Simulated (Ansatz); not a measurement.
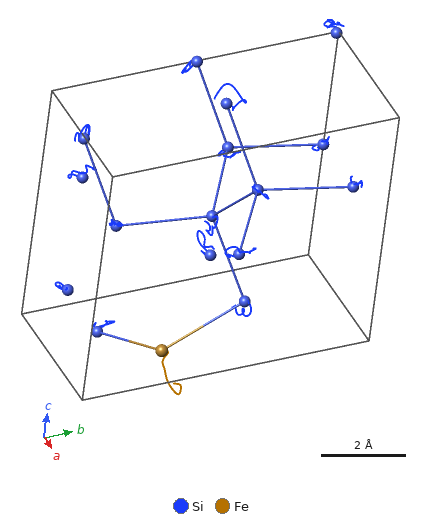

Molecular dynamics of Si with an interstitial Fe (17 atoms in the cell), 320 fs long. Lines trace each atom's path, in the colour of its element; spheres stand at the starting positions. Seen slightly off an axis in the reduced simulation cell.

Theory: DFT PBEsol, scalar-relativistic, plane waves, PAW (Ansatz 0.2.0). Set-up: plane-wave cutoff 420 eV; k-point mesh 2 × 2 × 2; Fermi-Dirac smearing 0.02 eV; spin collinear; Nosé-Hoover thermostat (NVT); set temperature 600 K; time step 2 fs; thermostat time 50.0 fs.

Describe the motion.

Answer. Root-mean-square distances from the starting positions over the second half, with the common drift of all atoms taken out: Fe 1.26 Å, Si 0.36 Å. Against the typical shortest distance between atoms in the first frame, about 2.3 Å, the Fe atoms wander away from their sites and keep going, while the Si atoms only vibrate. Over the second half the temperature averages 633 K (spread ±350 K). The temperature is still falling (774 K in the second quarter, 398 K in the last), so the run isn't equilibrated. The potential energy is still drifting at the end, so the run hasn't reached equilibrium. The potential energy in the second half lies on average 65.4 meV per atom above the first frame. The conserved quantity stays between 0 and 0.84 meV per atom of its start. A straight-line fit has a slope that amounts to +0.067 meV per atom over 320 fs (under 0.1 % of the mean kinetic energy), its mean offset in the second half is 0.5 %, and the ripple about the line is 0.4 % of the kinetic energy's fluctuation. With a drift under 2 % and a ripple under 7 %, the integration is accurate. The run was cut off by its time limit after 160 steps.

Limits of the set-up: the k-point mesh is coarse for a cell with partly filled bands; the periodic images lie only 7.7 Å apart, so the values are limited by the cell's size.

PAW datasets: the set soft_1.
